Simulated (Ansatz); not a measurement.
**BeTe: density, localisation and related maps**

The calculation's input:

```
crystal:
  lattice:
    - [0.0, 2.7134535211, 2.7134535211]
    - [2.7134535211, 0.0, 2.7134535211]
    - [2.7134535211, 2.7134535211, 0.0]
  atoms:
    - { symbol: Te, position: [0.75, 0.75, 0.75] }
    - { symbol: Be, position: [0.0, 0.0, 0.0] }
hamiltonian:
  xc: pbe0
  pseudopotentials: { kind: paw }
kpoints:
  mp_grid: { grid: [6, 6, 6] }
scf:
  occupations: { method: fermi_dirac, width: 0.05 }
output:
  forces: true
  stress: true
  eigenvalues: true
  write_density: true
  write_potential: true
  elf: true
  volumetric_format: npy
```

Below, planes, directions and counts refer to the conventional cell (a = 5.43 Å, b = 5.43 Å, c = 5.43 Å, α = 90.00°, β = 90.00°, γ = 90.00°).

Space group F-43m; computed pressure about 8 GPa in this cell.

Theory: Ansatz, Kohn-Sham DFT of a periodic cell, PBE0, Ansatz PAW.

Core electrons are frozen (PAW), and the valence fields are smoothed inside the atomic spheres.

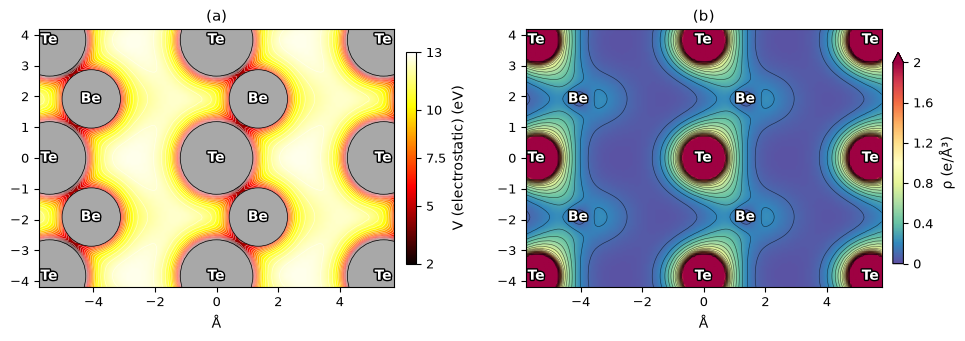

Figure 1. (a) electrostatic potential energy of an electron; (b) valence pseudo-density on the (011) plane of the conventional cell. Grey discs cover the atomic cores in the potential map.

Interpret the plot.

Atoms in the plane: Te and Be. Be–Te (2.35 Å): the density is about 0.58 e/Å³ at the midpoint. Between the atoms the lowest density in this plane is 0.02 e/Å³. Outside the cores the potential energy rises away from the atoms and is highest about 2.3 Å from the nearest atoms; its zero is arbitrary.

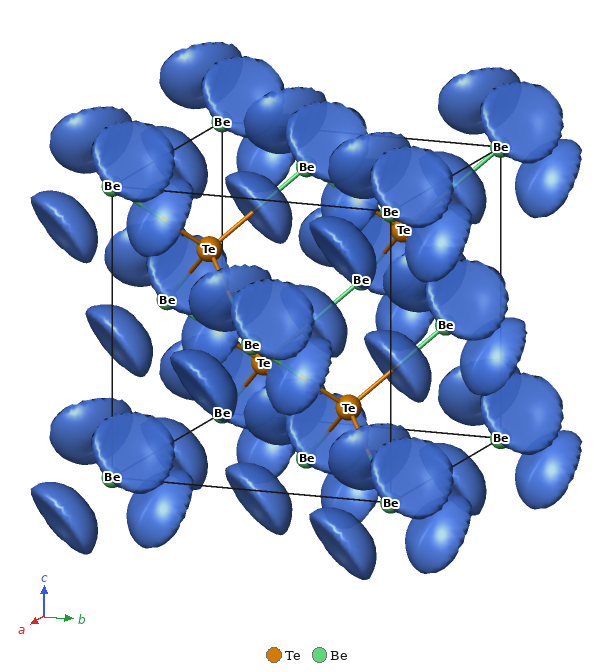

Figure 2. Isosurface of the electron localisation function at 0.7 (blue), seen slightly off an axis. Core shells and regions of very low density are left out. Sticks mark near contacts.

What do the ELF domains correspond to?

The ELF exceeds this value in 16 regions between bonded Be–Te atoms (shared pairs), counted in one cell of 8 atoms. Regions shared between cells count once. Along the contacts the grid gives the following. Be–Te (2.35 Å): the ELF peaks at about 0.90 between the atoms, as expected for localised, covalent bonding.

Does the calculation give a band gap?

It is gapped, with a Kohn–Sham gap of 3.0 eV on the k-point mesh (the band edges may lie off the mesh, which would make the gap smaller).
